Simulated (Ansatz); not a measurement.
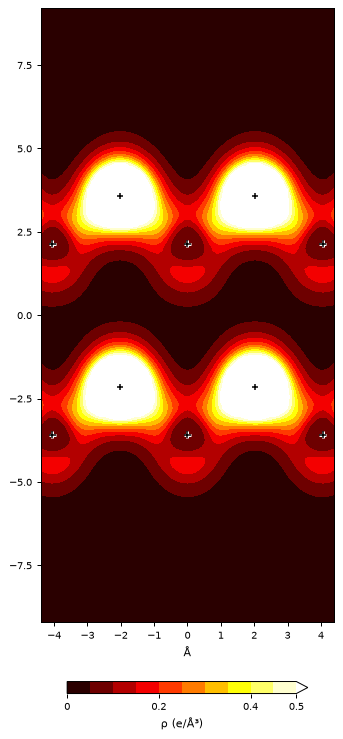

The valence pseudo-density on a plane through atoms (crosses mark nuclei in the plane).

These are results of DFT PBE, scalar-relativistic, plane waves, PAW (Ansatz 0.2.0), not measurements.

Candidates:
A. AlAs (slab), a = 4.05 Å, b = 4.05 Å, c = 25.02 Å, α = 90.00°, β = 90.00°, γ = 90.00°. Not relaxed (largest force 0.4 eV/Å).
B. Si, a = 5.47 Å, b = 5.47 Å, c = 5.47 Å, α = 90.00°, β = 90.00°, γ = 90.00°. Space group Fd-3m.
C. Cu, a = 2.57 Å, b = 2.57 Å, c = 4.19 Å, α = 90.00°, β = 90.00°, γ = 120.00°. Space group P6₃/mmc; a structure from a database of computed crystals, not necessarily the ambient phase; computed without spin polarisation.

Question: Which candidate gave the map?

Answer: Candidate A: AlAs on the (100) plane of the calculation cell, a cut from vacuum to vacuum, which holds Al and As. Al–As (2.48 Å): the density is about 0.45 e/Å³ at the midpoint.
